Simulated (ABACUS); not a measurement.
# Band-structure run of MoSe2 (part 3 of 3)

Continued. System: MoSe2 (P6₃/mmc, 6 atoms in the cell). Method: Kohn-Sham DFT of a periodic cell, LDA, PseudoDojo NC SR 0.4.1 LDA stringent, no spin polarisation (ABACUS 3.10.1); cutoff 1428.6 eV, 7×7×2 k-mesh, fermi-dirac of 0.05 eV. The structure derives from an entry of the Crystallography Open Database.

Geometry of the input (Å; fractional positions):
```
3.2880  0.0000  0.0000
-1.6440  2.8475  0.0000
0.0000  0.0000  12.9000
Mo 0.6667  0.3333  0.7500
Mo 0.3333  0.6667  0.2500
Se 0.6667  0.3333  0.3750
Se 0.3333  0.6667  0.8750
Se 0.6667  0.3333  0.1250
Se 0.3333  0.6667  0.6250
```

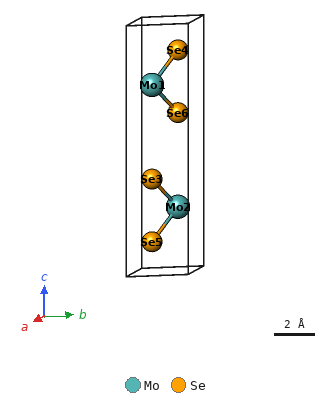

**Figure 1.** The input geometry (ball-and-stick view of the cell of the calculation, seen slightly off an axis; atoms are numbered from 1 in the order of the input). An atom can appear more than once, as a periodic image.

Log, continued:
```
      69        16.6940    1.29872e-26
      70        17.0120    2.24659e-29
      71        20.2931    7.11467e-58
      72        20.3038    5.74514e-58
      73        20.9933    5.89297e-64
      74        21.1551    2.31766e-65
      75        21.2161    6.84529e-66
      76        22.0217    6.88211e-73
      77        22.9117    1.28082e-80
      78        23.1149    2.20098e-82
      79        24.3910        0.00000
      80        24.6932        0.00000
      81        25.0467        0.00000

 4/16 kpoint (Cartesian) = -0.42857 0.24744 0.0000 (3722 pws)
       1       -193.828       0.122449
       2       -193.828       0.122449
       3       -193.828       0.122449
       4       -193.828       0.122449
       5       -133.898       0.122449
       6       -133.898       0.122449
       7       -133.898       0.122449
       8       -133.898       0.122449
       9       -133.898       0.122449
      10       -133.898       0.122449
      11       -133.898       0.122449
      12       -133.898       0.122449
      13       -133.845       0.122449
      14       -133.845       0.122449
      15       -133.845       0.122449
      16       -133.845       0.122449
      17       -47.7344       0.122449
      18       -47.7344       0.122449
      19       -34.6365       0.122449
      20       -34.6364       0.122449
      21       -34.6352       0.122449
      22       -34.6352       0.122449
      23       -34.6320       0.122449
      24       -34.6320       0.122449
      25       -34.6316       0.122449
      26       -34.6316       0.122449
      27       -34.5932       0.122449
      28       -34.5931       0.122449
      29       -34.5931       0.122449
      30       -34.5929       0.122449
      31       -34.5924       0.122449
      32       -34.5922       0.122449
      33       -34.5914       0.122449
      34       -34.5912       0.122449
      35       -34.5730       0.122449
      36       -34.5729       0.122449
      37       -34.5695       0.122449
      38       -34.5694       0.122449
      39       -22.0743       0.122449
      40       -22.0743       0.122449
      41       -21.9323       0.122449
      42       -21.9323       0.122449
      43       -21.8668       0.122449
      44       -21.8668       0.122449
      45      0.0400171       0.122449
      46       0.161434       0.122449
      47       0.335198       0.122449
      48       0.463368       0.122449
      49        7.01717       0.122449
      50        7.29543       0.122449
      51        8.00428       0.122449
      52        8.20166       0.122449
      53        8.56946       0.122449
      54        9.21582       0.122449
      55        9.91101       0.122449
      56        9.98794       0.122449
      57        10.9184       0.122449
      58        11.2725       0.122449
      59        11.8934       0.122449
      60        11.9328       0.122449
      61        12.1128       0.122449
      62        12.1163       0.122449
      63        14.7598    8.20330e-10
      64        14.8355    1.80415e-10
      65        14.9731    1.15080e-11
      66        15.3812    3.28060e-15
      67        15.9994    1.40149e-20
      68        16.9220    1.35833e-28
      69        17.1717    9.21052e-31
      70        17.3676    1.83090e-32
      71        18.3794    2.97853e-41
      72        19.0149    9.00603e-47
      73        19.9427    7.85707e-55
      74        20.5386    5.24634e-60
      75        20.5715    2.71684e-60
      76        21.6238    1.96583e-69
      77        21.8456    2.32768e-71
      78        22.5025    4.58602e-77
      79        23.5624    2.85277e-86
      80        23.8945        0.00000
      81        24.9160        0.00000

 5/16 kpoint (Cartesian) = -0.14286 0.24744 0.0000 (3701 pws)
       1       -193.828       0.122449
       2       -193.828       0.122449
       3       -193.828       0.122449
       4       -193.828       0.122449
       5       -133.898       0.122449
       6       -133.898       0.122449
       7       -133.898       0.122449
       8       -133.898       0.122449
       9       -133.898       0.122449
      10       -133.898       0.122449
      11       -133.898       0.122449
      12       -133.898       0.122449
      13       -133.845       0.122449
      14       -133.845       0.122449
      15       -133.845       0.122449
      16       -133.845       0.122449
      17       -47.7458       0.122449
      18       -47.7458       0.122449
      19       -34.6359       0.122449
      20       -34.6359       0.122449
      21       -34.6356       0.122449
      22       -34.6356       0.122449
      23       -34.6342       0.122449
      24       -34.6342       0.122449
      25       -34.6338       0.122449
      26       -34.6338       0.122449
      27       -34.5929       0.122449
      28       -34.5927       0.122449
      29       -34.5922       0.122449
      30       -34.5921       0.122449
      31       -34.5921       0.122449
      32       -34.5920       0.122449
      33       -34.5913       0.122449
      34       -34.5911       0.122449
      35       -34.5740       0.122449
      36       -34.5738       0.122449
      37       -34.5706       0.122449
      38       -34.5704       0.122449
      39       -21.9621       0.122449
      40       -21.9621       0.122449
      41       -21.9393       0.122449
      42       -21.9393       0.122449
      43       -21.8452       0.122449
      44       -21.8452       0.122449
      45      -0.925756       0.122449
      46      -0.714305       0.122449
      47      -0.181600       0.122449
      48       0.105641       0.122449
      49        7.52871       0.122449
      50        8.39406       0.122449
      51        9.10581       0.122449
      52        9.14962       0.122449
      53        9.18315       0.122449
      54        9.81399       0.122449
      55        9.98742       0.122449
      56        10.2938       0.122449
      57        11.0398       0.122449
      58        11.0600       0.122449
      59        11.8645       0.122449
      60        12.1242       0.122449
      61        12.1898       0.122449
      62        12.3396       0.122449
      63        14.3815    1.58226e-06
      64        14.9646    1.36448e-11
      65        15.1257    5.43646e-13
      66        15.1558    2.97836e-13
      67        15.5704    7.45818e-17
      68        15.5991    4.20356e-17
      69        16.6687    2.15371e-26
      70        17.0913    4.60109e-30
      71        20.8387    1.29681e-62
      72        21.4454    6.97257e-68
      73        21.9577    2.47437e-72
      74        22.1524    5.04192e-74
      75        22.3689    6.63541e-76
      76        22.4150    2.63991e-76
      77        22.5690    1.21360e-77
      78        22.6134    4.98889e-78
      79        23.7553    6.02186e-88
      80        24.2762        0.00000
      81        24.5089        0.00000

 6/16 kpoint (Cartesian) = -0.28571 0.32991 0.0000 (3707 pws)
       1       -193.828       0.244898
       2       -193.828       0.244898
       3       -193.828       0.244898
       4       -193.828       0.244898
       5       -133.898       0.244898
       6       -133.898       0.244898
       7       -133.898       0.244898
       8       -133.898       0.244898
       9       -133.898       0.244898
      10       -133.898       0.244898
      11       -133.898       0.244898
      12       -133.898       0.244898
      13       -133.845       0.244898
      14       -133.845       0.244898
      15       -133.845       0.244898
      16       -133.845       0.244898
      17       -47.7363       0.244898
      18       -47.7363       0.244898
      19       -34.6359       0.244898
      20       -34.6358       0.244898
      21       -34.6349       0.244898
      22       -34.6349       0.244898
      23       -34.6327       0.244898
      24       -34.6327       0.244898
      25       -34.6325       0.244898
      26       -34.6325       0.244898
      27       -34.5935       0.244898
      28       -34.5932       0.244898
      29       -34.5929       0.244898
      30       -34.5928       0.244898
      31       -34.5920       0.244898
      32       -34.5919       0.244898
      33       -34.5916       0.244898
      34       -34.5913       0.244898
      35       -34.5731       0.244898
      36       -34.5730       0.244898
      37       -34.5697       0.244898
      38       -34.5696       0.244898
      39       -22.0311       0.244898
      40       -22.0311       0.244898
      41       -21.9373       0.244898
      42       -21.9372       0.244898
      43       -21.8849       0.244898
      44       -21.8849       0.244898
      45      -0.160318       0.244898
      46    -0.00575915       0.244898
      47       0.234452       0.244898
      48       0.412546       0.244898
      49        7.50820       0.244898
      50        7.79830       0.244898
      51        8.34613       0.244898
      52        8.47026       0.244898
      53        8.80376       0.244898
      54        9.32160       0.244898
      55        9.47862       0.244898
      56        9.94285       0.244898
      57        10.7068       0.244898
      58        10.8602       0.244898
      59        11.3932       0.244898
      60        11.6144       0.244898
      61        12.1725       0.244898
      62        12.2171       0.244898
      63        14.3888    2.73402e-06
      64        15.0201    8.98567e-12
      65        15.1026    1.72625e-12
      66        15.3672    8.68406e-15
      67        15.4057    4.02477e-15
      68        16.2468    1.98945e-22
      69        16.7309    1.24068e-26
      70        17.6064    3.08643e-34
      71        19.6231    9.38886e-52
      72        20.3113    9.89512e-58
      73        21.0461    4.10001e-64
      74        21.2807    3.75881e-66
      75        21.7777    1.81119e-70
      76        22.5811    1.90407e-77
      77        22.6625    3.74080e-78
      78        22.8381    1.11481e-79
      79        23.2616    2.33753e-83
      80        23.7710    8.80112e-88
      81        24.2571        0.00000

[... levels at 10 further k points ...]

------------------------------------------------------------------------------------------
 TOTAL-FORCE (eV/Angstrom)
------------------------------------------------------------------------------------------
                       Mo1         0.0000000000         0.0000000000         0.0000000000
                       Mo2         0.0000000000         0.0000000000         0.0000000000
                       Se1         0.0000000000         0.0000000000         0.6225230089
                       Se2         0.0000000000         0.0000000000         0.6225230089
                       Se3         0.0000000000         0.0000000000        -0.6225230089
                       Se4         0.0000000000         0.0000000000        -0.6225230089
------------------------------------------------------------------------------------------

----------------------------------------------------------------
 TOTAL-STRESS (KBAR)
----------------------------------------------------------------
        -9.5391574189        -0.0000000000        -0.0000000000
         0.0000000000        -9.5391574189         0.0000000000
         0.0000000000         0.0000000000        41.9253452290
----------------------------------------------------------------
 TOTAL-PRESSURE: 7.615677 KBAR

 --------------------------------------------
 !FINAL_ETOT_IS -41001.5113959647569573 eV
 --------------------------------------------
```

Standard output:
```
ABACUS v3.10.1

               Atomic-orbital Based Ab-initio Computation at UStc

 dft_functional readin is: pz
 dft_functional in pseudopot file is: SLAPWNOGXNOGC
 Please make sure this is what you need
 dft_functional readin is: pz
 dft_functional in pseudopot file is: SLAPWNOGXNOGC
 Please make sure this is what you need

%%%%%%%%%%%%%%%%%%%%%%%%%%%%%%%%%%%%%%%%%%%%%%%%%%%%%%%%%%%%%%%%%%%%%%%%%%%%%%%%%%%%%%%%%%%%%%%%%%%%%%%%%
 Warning: the number of valence electrons in pseudopotential > 6 for Mo: [Kr] 4d5 5s1
 Warning: the number of valence electrons in pseudopotential > 6 for Se: [Ar] 3d10 4s2 4p4
 Pseudopotentials with additional electrons can yield (more) accurate outcomes, but may be less efficient.
 If you're confident that your chosen pseudopotential is appropriate, you can safely ignore this warning.
%%%%%%%%%%%%%%%%%%%%%%%%%%%%%%%%%%%%%%%%%%%%%%%%%%%%%%%%%%%%%%%%%%%%%%%%%%%%%%%%%%%%%%%%%%%%%%%%%%%%%%%%%

 UNIFORM GRID DIM        : 45 * 45 * 160
 UNIFORM GRID DIM(BIG)   : 45 * 45 * 160
 ---------------------------------------------------------
 Self-consistent calculations for electrons
 ---------------------------------------------------------
 SPIN    KPOINTS         PROCESSORS  THREADS
 1       16              4           4
 ---------------------------------------------------------
 Use plane wave basis
 ---------------------------------------------------------
 ELEMENT NATOM       XC
 Mo      2
 Se      4
 ---------------------------------------------------------
 Initial plane wave basis and FFT box
 ---------------------------------------------------------
 -------------------------------------------
 SELF-CONSISTENT :
 -------------------------------------------
 START CHARGE      : atomic
 ITER       ETOT/eV          EDIFF/eV         DRHO     TIME/s
 DA1     -4.09971881e+04   0.00000000e+00   6.9739e-01  35.18
 DA2     -4.09941824e+04   3.00570123e+00   3.4220e+00  20.96
 DA3     -4.10013427e+04  -7.16029891e+00   1.2595e-01  14.49
 DA4     -4.10015067e+04  -1.64079675e-01   1.3715e-03  12.84
 DA5     -4.10015110e+04  -4.29791549e-03   1.7149e-04  19.54
 DA6     -4.10015114e+04  -3.40870379e-04   9.4595e-07  18.67
 DA7     -4.10015114e+04  -8.50637310e-06   7.7448e-08  26.97
 DA8     -4.10015114e+04   1.36828936e-07   4.8647e-08  16.59
 DA9     -4.10015114e+04  -9.46634734e-08   1.0613e-09  16.41
----------------------------------------------------------------
 TOTAL-STRESS (KBAR)
----------------------------------------------------------------
        -9.5391574189        -0.0000000000        -0.0000000000
         0.0000000000        -9.5391574189         0.0000000000
         0.0000000000         0.0000000000        41.9253452290
----------------------------------------------------------------
 TOTAL-PRESSURE: 7.615677 KBAR
```

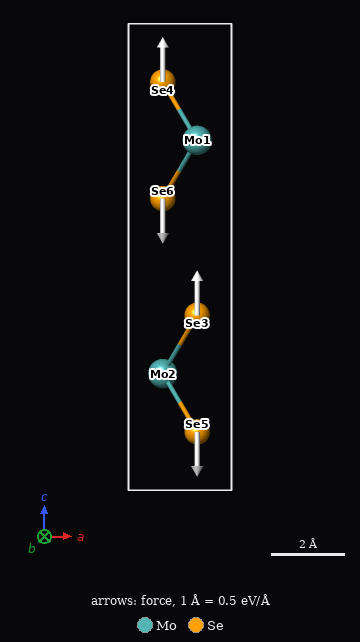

**Figure 2.** Forces on the atoms as white arrows (ball-and-stick view of the cell of the calculation, along the b axis; atoms are numbered from 1 in the order of the input). The largest act on all 4 Se atoms (0.62 eV/Å). The geometry is not a stationary point of this energy.

Summary:

- outcome: converged
- space group (tolerance 0.01 Å): P6₃/mmc (194)
- electrons treated: 124
- free energy: −41001.5114 eV
- Fermi energy: 13.819 eV
- gap on the k-point mesh: 0.98 eV
- pressure: 0.76 GPa
- largest force (length of the vector): 0.623 eV/Å
- hardware: 4 threads of Intel Xeon @ 2.50GHz (Skylake/Cascade Lake), 32 GiB of memory available, shared host
- wall time: 3.2 min (CPU time 13 min)
- peak memory: 0.84 GiB
